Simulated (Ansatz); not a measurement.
# From Cr to Al

System: Cr (Im-3m, 2 atoms in the cell).
Method of the first run: DFT PBE, scalar-relativistic, plane waves, PAW, spin-polarised (Ansatz 0.2.0).
System of the second run: Al (2 atoms in the cell).

On the first run: The structure derives from a Materials Project entry. On the second run: The structure was made by swapping elements on the sites of another compound; it need not be a known phase. It belongs to a series of runs on one base structure; here: Cr -> Al on all its sites, cell and atoms relaxed. Text and figures count atoms from 1; the logs count them from 0 in places.

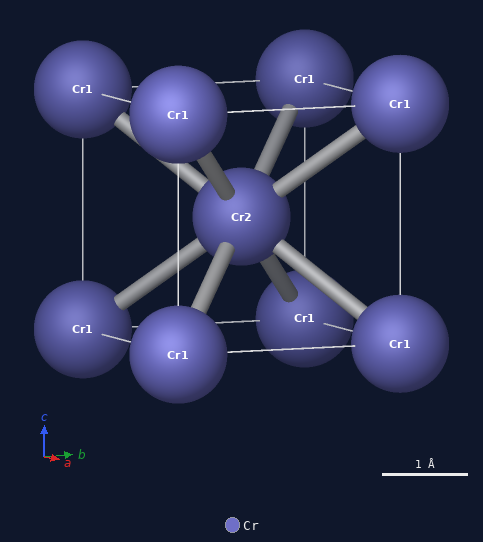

The starting structure (ball-and-stick view of the cell of the calculation, seen slightly off an axis; atoms are numbered from 1 in the order of the input). Near neighbours in the crystal (not all of them lie inside the picture): Cr has 8 Cr at 2.48 Å.

## Input, the first run
```yaml
crystal:
  lattice:
    - [2.8634999094, 0.0, 0.0]
    - [0.0, 2.8634999094, 0.0]
    - [0.0, 0.0, 2.8634999094]
  atoms:
    - { symbol: Cr, position: [0.0, 0.0, 0.0], spin: -1.0 }
    - { symbol: Cr, position: [0.5, 0.5, 0.5], spin: 1.0 }
basis:
  ecutwfc: 420
kpoints:
  mp_grid: { grid: [14, 14, 14] }
hamiltonian:
  xc: pbe
scf:
  occupations: { method: gaussian, width: 0.1 }
output:
  forces: true
  stress: true
  eigenvalues: true
  populations: true
magnetization:
  spin_polarized: true
relax:
  adjacent_minimum: "off"
  f_tol: 0.005
  max_steps: 80
  cell: { stress_tol: 0.05 }
```

Launched with:
```bash
ansatz run input.yaml --threads 1 --pin off --max-ram 2560MiB --backend cpu --events-out ev --progress --plain --runs-dir out
```

Hardware: 1 thread of Intel Xeon @ 2.50GHz (Skylake/Cascade Lake), 192 GiB of memory available, shared host.

## Output, shortened to warnings, some set-up lines, iterations and results (the first run)
```
Basis set: ecut = 420 eV, 461 PW (Γ), exchange–correlation on 40×40×40 points (8 copies of the dense FFT grid, shifted against one another)
Symmetry: 48 space group operations
k-points: 120 of 2744
Initial density: superposition of atomic densities (chi_scale 0.1, normalization cell)
[...]
SCF iter   1: F=—  HF=-6760.219547 eV  |F-HF|=—  |Δ(HF+E_count)|=         —  Δρ=1.21e-1 (↑1.21e-1 ↓1.21e-1)  dr2=1.11e1  dr2_m=5.47e-2  M=0.000 μB ∫|m|=1.421 μB  β_m=0.30  …
SCF iter   2: F=—  HF=-6756.741001 eV  |F-HF|=—  |Δ(HF+E_count)|=    3.48e0  Δρ=6.52e-2 (↑6.52e-2 ↓6.52e-2)  dr2=3.42e0  dr2_m=8.37e-3  M=0.000 μB ∫|m|=1.498 μB  β_m=0.45  …
SCF iter   3: F=—  HF=-6755.465376 eV  |F-HF|=—  |Δ(HF+E_count)|=    1.28e0  Δρ=1.48e-2 (↑1.48e-2 ↓1.48e-2)  dr2=5.34e-2  dr2_m=4.53e-3  M=0.000 μB ∫|m|=1.590 μB  β_m=0.65  …
SCF iter   4: F=—  HF=-6755.496724 eV  |F-HF|=—  |Δ(HF+E_count)|=         —  Δρ=8.79e-3 (↑8.79e-3 ↓8.79e-3)  dr2=7.86e-4  dr2_m=1.61e-2  M=0.000 μB ∫|m|=1.759 μB  β_m=0.65  …
SCF iter   5: F=—  HF=-6755.501074 eV  |F-HF|=—  |Δ(HF+E_count)|=   4.35e-3  Δρ=9.14e-3 (↑9.14e-3 ↓9.14e-3)  dr2=2.45e-3  dr2_m=1.71e-2  M=0.000 μB ∫|m|=1.879 μB  β_m=0.65  …
[... 26 lines ...]
SCF iter   4: F=—  HF=-6755.500764 eV  |F-HF|=—  |Δ(HF+E_count)|=   4.38e-9  Δρ=1.28e-6 (↑1.28e-6 ↓1.28e-6)  dr2=4.62e-10  dr2_m=6.28e-11  M=0.000 μB ∫|m|=2.157 μB  β_m=0.79  …
SCF iter   5: F=—  HF=-6755.500764 eV  |F-HF|=—  |Δ(HF+E_count)|=   1.29e-9  Δρ=1.83e-7 (↑1.83e-7 ↓1.83e-7)  dr2=7.54e-12  dr2_m=4.25e-12  M=0.000 μB ∫|m|=2.157 μB  β_m=0.89  …
SCF iter   6: F=-6755.500764 eV  HF=-6755.500764 eV  |F-HF|=9.09e-13  |Δ(HF+E_count)|=  3.27e-11  Δρ=8.29e-8 (↑8.29e-8 ↓8.29e-8)  dr2=1.42e-12  dr2_m=1.08e-12  M=0.000 μB …
SCF 4 converged in 6 iterations: F = -6755.500764 eV  dr2 = 1.42e-12
relax step   4: F+E_penalty+E_count = -6755.50076391 eV  Δ(F+E_penalty+E_count) = -3.540e-5 eV  max|allowed force component| = 7.001e-46 eV/Å  Δτ_max = 0.0000 Å  P = +0.005 …
basis re-selected at this cell: Δ(F+E_penalty+E_count) = -3.540e-5 eV, ΔP = +0.003 GPa vs the last step (what re-selecting the basis moved, of the pressure what is left beyond the Pulay correction that the steps carried, after the strain that the cell walked since its last selection, with what the …
SCF converged after 6 iterations
Magnetization: 0.0000 μB (14.0000 up, 14.0000 down)
Absolute magnetization: 2.1571 μB (∫|ρ↑−ρ↓|)
Spin contamination: 0.4478 ħ² per cell (⟨S²⟩ above its minimum at these occupations)
Per-site moments (μB) at R_I (Å): [(-1.0061962796341346, 1.0237553719773702), (1.0061962796341346, 1.0237553719773702)]
Free energy (F): -6755.500764 eV
Harris-Foulkes:  -6755.500764 eV  (|F-HF|=9.09e-13)
Internal energy: -6755.498044 eV  (E = F + TS)
E sigma→0 (E₀):  -6755.499404 eV
Entropy (-TS):   -0.002720 eV (-1.360 meV/atom)
Fermi energy:    18.988903 eV
--- Per-component energies (eV) ---
  E_band       = -298.389375
  E_kinetic    = 686.313865
  E_local      = -2384.133420  (includes V_loc(G=0)·N_el)
  E_nonlocal   = 157.459586
  E_hartree    = 1039.184255
  E_xc         = -280.259994
  E_vxc        = -357.569614  (∫ρ·V_xc dr)
  E_paw        = -2389.995544  (= ΣΔE_a)
  E_vpaw       = -478.829066  (= ΣTr[D̂ρ^β])
  E_aug_tail   = 0.000687  (compensation charges beyond the density's cutoff)
  E_ewald      = -3584.067479
  E_smearing   = -0.002720  (= −TS)
  E_closure    = -0.000000  (closes the sum)
  Σ components = -6755.500764   (vs F -6755.500764, Δ=0.00e0)
--- Forces (eV/Å), atoms counted from 1 ---
  atom   1  Cr     0.00000000     0.00000000    -0.00000000
  atom   2  Cr     0.00000000     0.00000000     0.00000000
  max |Σ_I F_I| component: 1.43e-29 eV/Å
--- Stress (GPa, compression-positive) ---
        0.005175      -0.000000      -0.000000
       -0.000000       0.005175      -0.000000
       -0.000000      -0.000000       0.005175
  P = ⅓ Tr σ = 0.0052 GPa (0.052 kbar)
--- Relaxed structure (3 steps of the walk, 3 accepted, 1 SCFs on fresh bases) ---
  F+E_penalty+E_count = -6755.50076391 eV   max|allowed force component| = 7.001e-46 eV/Å   (the final SCF, on the basis selected at the relaxed cell)
  cell:  # Å, volume = 23.5356 Å³
    - [2.8657718283416247, -1.4845709987984942e-34, 1.2438297557500897e-34]
    - [-1.4845709987984942e-34, 2.8657718283416247, 0.0]
[...]
```

The input of the second run differs as follows (lines with − go, lines with + come):
```diff
-    - [2.8634999094, 0.0, 0.0]
-    - [0.0, 2.8634999094, 0.0]
-    - [0.0, 0.0, 2.8634999094]
+    - [3.2385304571, 0.0, 0.0]
+    - [0.0, 3.2385304571, 0.0]
+    - [0.0, 0.0, 3.2385304571]
-    - { symbol: Cr, position: [0.0, 0.0, 0.0], spin: -1.0 }
-    - { symbol: Cr, position: [0.5, 0.5, 0.5], spin: 1.0 }
+    - { symbol: Al, position: [0.0, 0.0, 0.0] }
+    - { symbol: Al, position: [0.5, 0.5, 0.5] }
-  populations: true
-magnetization:
-  spin_polarized: true
-  f_tol: 0.005
-  max_steps: 80
-  cell: { stress_tol: 0.05 }
+  f_tol: 0.01
+  max_steps: 60
+  cell: { stress_tol: 0.1 }
```

Predict how the results change.

The total energies belong to different systems, so their difference says nothing on which is more stable or more accurate. The volume per atom goes from 11.77 to 16.91 Å³. The SCF takes 12 iterations over all geometry steps against 28. On the same kind of shared host the second run took about 0.37 times as long. The two runs start from different initial densities, which also moves the count.

## Output, shortened to warnings, some set-up lines, iterations and results (the second run)
```
Basis set: ecut = 420 eV, 691 PW (Γ), exchange–correlation on 48×48×48 points (8 copies of the dense FFT grid, shifted against one another)
Symmetry: 96 space group operations
k-points: 120 of 2744
Initial density: superposition of atomic densities (neutral atoms: chi_scale 0, normalization atom), corrected by the library's trained network
[...]
SCF iter   1: F=—  HF=-1074.822405 eV  |F-HF|=—  |Δ(HF+E_count)|=         —  Δρ=6.36e-4  dr2=1.07e-4  ethr=1.77e-3  ⟨swp⟩=5.0  Hψ=15014  notcnv=0  defer=31
SCF iter   2: F=—  HF=-1074.822435 eV  |F-HF|=—  |Δ(HF+E_count)|=   2.97e-5  Δρ=3.98e-4  dr2=4.69e-5  ethr=1.78e-6  ⟨swp⟩=1.7  Hψ=2412  notcnv=0  defer=76
SCF iter   3: F=—  HF=-1074.822411 eV  |F-HF|=—  |Δ(HF+E_count)|=   2.45e-5  Δρ=1.57e-5  dr2=2.08e-8  ethr=7.81e-7  ⟨swp⟩=2.0  Hψ=1370  notcnv=0  defer=76
SCF iter   4: F=-1074.822411 eV  HF=-1074.822411 eV  |F-HF|=3.18e-9  |Δ(HF+E_count)|=   4.19e-9  Δρ=4.97e-6  dr2=8.81e-9  ethr=3.46e-10  ⟨swp⟩=2.0  Hψ=1389  notcnv=0  defer=76
SCF iter   5: F=-1074.822411 eV  HF=-1074.822411 eV  |F-HF|=3.77e-11  |Δ(HF+E_count)|=   2.82e-9  Δρ=4.92e-7  dr2=8.68e-11  ethr=1.47e-10  ⟨swp⟩=1.0  Hψ=1006  notcnv=0  …
[... 8 lines ...]
SCF iter   1: F=—  HF=-1074.822518 eV  |F-HF|=—  |Δ(HF+E_count)|=         —  Δρ=4.09e-6  dr2=1.42e-9  ethr=6.02e-10  ⟨swp⟩=3.1  Hψ=11795  notcnv=0
SCF iter   2: F=—  HF=-1074.822494 eV  |F-HF|=—  |Δ(HF+E_count)|=   2.40e-5  Δρ=1.93e-6  dr2=1.58e-10  ethr=2.36e-11  ⟨swp⟩=2.4  Hψ=1812  notcnv=0
SCF iter   3: F=-1074.822494 eV  HF=-1074.822494 eV  |F-HF|=3.52e-10  |Δ(HF+E_count)|=   1.02e-9  Δρ=9.88e-7  dr2=4.40e-11  ethr=1.33e-12  ⟨swp⟩=4.4  Hψ=4192  notcnv=0
SCF 3 converged in 3 iterations: F = -1074.822494 eV  dr2 = 4.40e-11
relax step   3: F+E_penalty+E_count = -1074.82249393 eV  Δ(F+E_penalty+E_count) = +5.784e-5 eV  max|allowed force component| = 3.985e-31 eV/Å  Δτ_max = 0.0000 Å  P = +0.040 …
basis re-selected at this cell: Δ(F+E_penalty+E_count) = +5.784e-5 eV, ΔP = -0.003 GPa vs the last step (what re-selecting the basis moved, of the pressure what is left beyond the Pulay correction that the steps carried, after the strain that the cell walked since its last selection, with what the …
SCF converged after 3 iterations
Free energy (F): -1074.822494 eV
Harris-Foulkes:  -1074.822494 eV  (|F-HF|=3.52e-10)
Internal energy: -1074.819265 eV  (E = F + TS)
E sigma→0 (E₀):  -1074.820880 eV
Entropy (-TS):   -0.003229 eV (-1.614 meV/atom)
Fermi energy:    7.714620 eV
--- Per-component energies (eV) ---
  E_band       = 20.146135
  E_kinetic    = 44.646379
  E_local      = 19.047690  (includes V_loc(G=0)·N_el)
  E_nonlocal   = 20.944919
  E_hartree    = 0.122590
  E_xc         = -79.139679
  E_vxc        = -57.459412  (∫ρ·V_xc dr)
  E_paw        = -934.609869  (= ΣΔE_a)
  E_vpaw       = -7.278628  (= ΣTr[D̂ρ^β])
  E_aug_tail   = -0.000004  (compensation charges beyond the density's cutoff)
  E_ewald      = -145.831292
  E_smearing   = -0.003229  (= −TS)
  E_closure    = 0.000000  (closes the sum)
  Σ components = -1074.822494   (vs F -1074.822494, Δ=0.00e0)
--- Forces (eV/Å), atoms counted from 1 ---
  atom   1  Al    -0.00000000     0.00000000     0.00000000
  atom   2  Al     0.00000000    -0.00000000     0.00000000
  max |Σ_I F_I| component: 3.29e-31 eV/Å
--- Stress (GPa, compression-positive) ---
        0.039682      -0.000000       0.000000
       -0.000000       0.039682       0.000000
        0.000000       0.000000       0.039682
  P = ⅓ Tr σ = 0.0397 GPa (0.397 kbar)
--- Relaxed structure (2 steps of the walk, 2 accepted, 1 SCFs on fresh bases) ---
  F+E_penalty+E_count = -1074.82249393 eV   max|allowed force component| = 3.985e-31 eV/Å   (the final SCF, on the basis selected at the relaxed cell)
  cell:  # Å, volume = 33.8268 Å³
    - [3.234100413893399, 1.2839532962581572e-34, 9.629649721936178e-35]
    - [1.2839532962581572e-34, 3.234100413893399, 8.024708101613482e-36]
    - [9.629649721936178e-35, 8.024708101613482e-36, 3.234100413893399]
  atoms:
    - { symbol: Al, position: [0.0, 0.0, 0.0] }
    - { symbol: Al, position: [0.49999999999999994, 0.49999999999999994, 0.49999999999999994] }
```

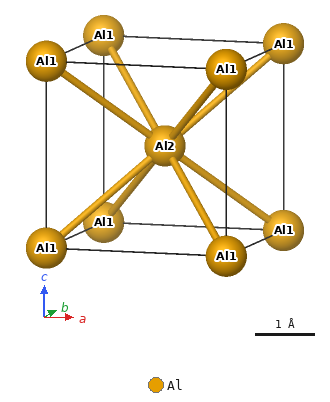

The input structure of the second run (ball-and-stick view of the cell of the calculation, seen slightly off an axis; atoms are numbered from 1 in the order of the input).

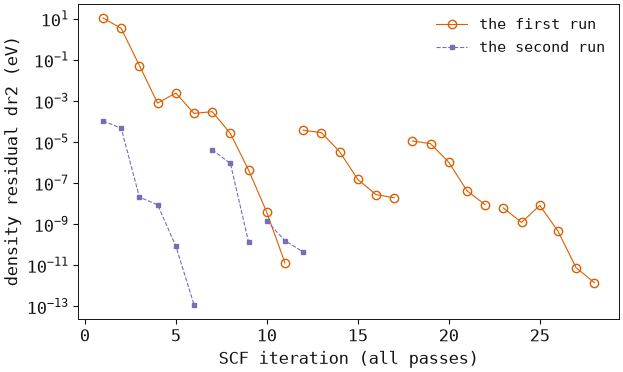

Convergence of the two runs: density residual dr2 against the SCF iteration. A break in a curve parts two SCF passes. The first run takes 28 iterations in all, and the second run takes 12.

## The two runs side by side

| quantity | the first run | the second run |
| --- | --- | --- |
| outcome | converged | converged |
| free energy per atom (eV) | −3377.7504 | −537.4112 |
| energy per atom, smearing taken to zero (eV) | −3377.7497 | −537.4104 |
| gap on the mesh (eV) | 0.00 | 0.00 |
| net moment of the cell (μB) | 0.00 | – |
| absolute moment of the cell (μB) | 2.16 | – |
| pressure (GPa) | 0.01 | 0.04 |
| volume per atom (Å³) | 11.77 | 16.91 |
| largest force (eV/Å) | 0.000 | 0.000 |
| SCF iterations | 28 | 12 |
| irreducible k-points | 120 | 120 |
| wall time (shared host) | 23 s | 8.5 s |
